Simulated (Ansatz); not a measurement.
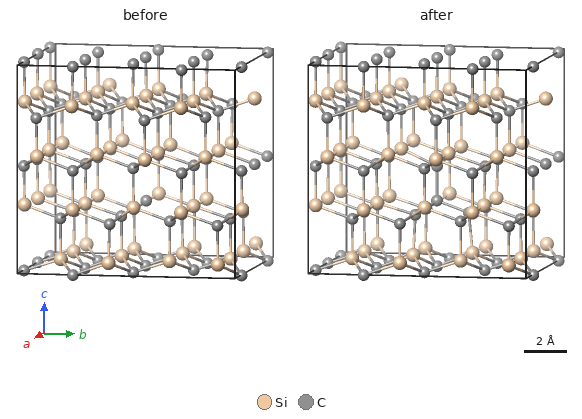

The structure of a defect cell of composition Si$_{47}$C$_{49}$ (cell charge −2) before (left) and after (right) a relaxation, at one scale.

A ball-and-stick model of the cell of the calculation (origin shifted), seen slightly off an axis.

The atoms of the start lie slightly off their symmetric places, so part of the fall in energy undoes that.

These are results of Ansatz 0.2.0, DFT, PBEsol, PAW, plane waves, not measurements. Settings: plane-wave cutoff 420 eV; k-point mesh 1 × 1 × 1; mesh shifted by (0.25, 0.25, 0.25); no spin polarisation; atoms relaxed in a fixed cell; force threshold 0.03 eV/Å; at most 80 steps.

Q: What changed between the two?

A: The energy falls by 2.528 eV per cell of the calculation in 5 geometry steps. Largest force component: 2.2 eV/Å at the start, 0.02 eV/Å at the end. The atom that moves furthest is a C atom (0.25 Å roughly along [−1 0 −3]). Largest moves by element: C 0.25 Å, Si 0.08 Å. The cell doesn't change. Among the contacts that change: C–C 1.910 → 1.665 Å, C–C 1.886 → 1.664 Å, C–C 1.852 → 1.656 Å, C–Si 1.833 → 1.925 Å. Among the angles between lasting bonds that change: Si–C–Si 113.0° → 103.8°, Si–C–Si 112.8° → 105.9°, C–Si–C 108.0° → 114.9°.

Limits of the set-up: the cell is charged, on a uniform background, and energies carry no finite-size correction.
